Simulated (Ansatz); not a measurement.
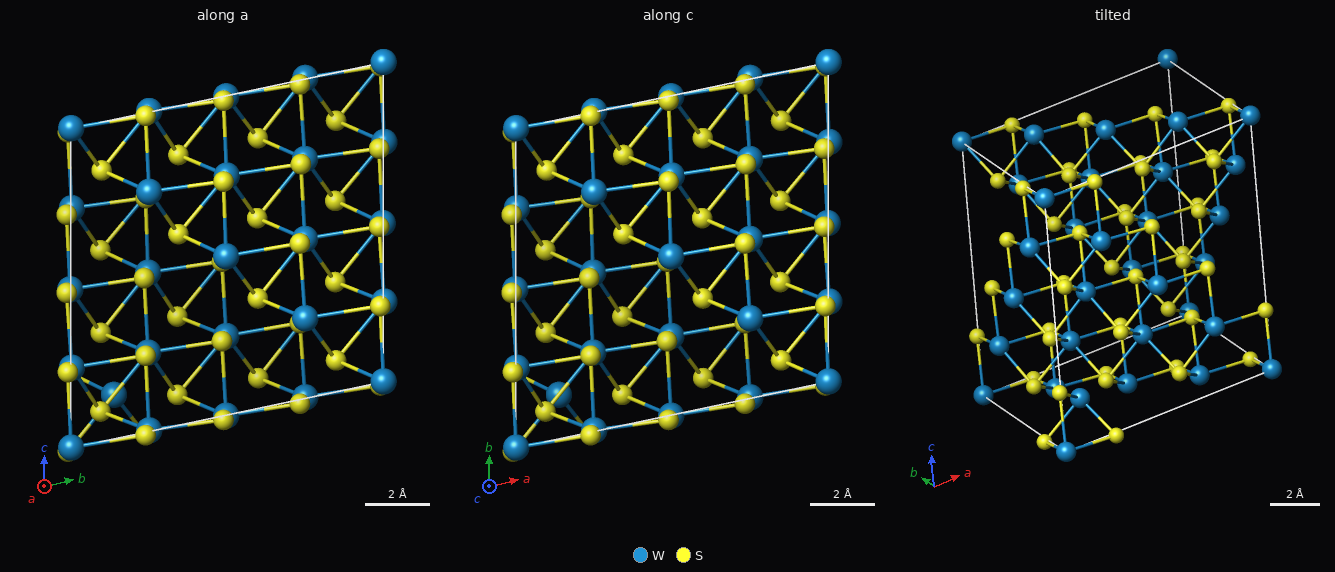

Figure: ball-and-stick view along the a axis, along the c axis and slightly off an axis. Lines trace the edges of the simulation cell. Cell: a = 10.491 Å, b = 10.491 Å, c = 10.491 Å, α = 74.85°, β = 74.85°, γ = 74.85°.

- Chemical formula W₁₇S₃₂.
- The structure has R3m (No. 160) symmetry and a rhombohedral (trigonal R) lattice.
- The cell comprises 1 formula unit: 17 W, 32 S.
- The numbers of neighbours within bonding distance are W 3 to 6 (mean 5.8) and S 3 to 4 (mean 3.1). Not all metal-metal contacts are counted.
- The bonds build W17S32 layers parallel to (111).

Provenance: a structure listed in the Materials Project, repeated into a supercell with a point defect put in. The atoms were relaxed in a fixed cell with DFT PBE, scalar-relativistic, plane waves, PAW in Ansatz 0.2.0.
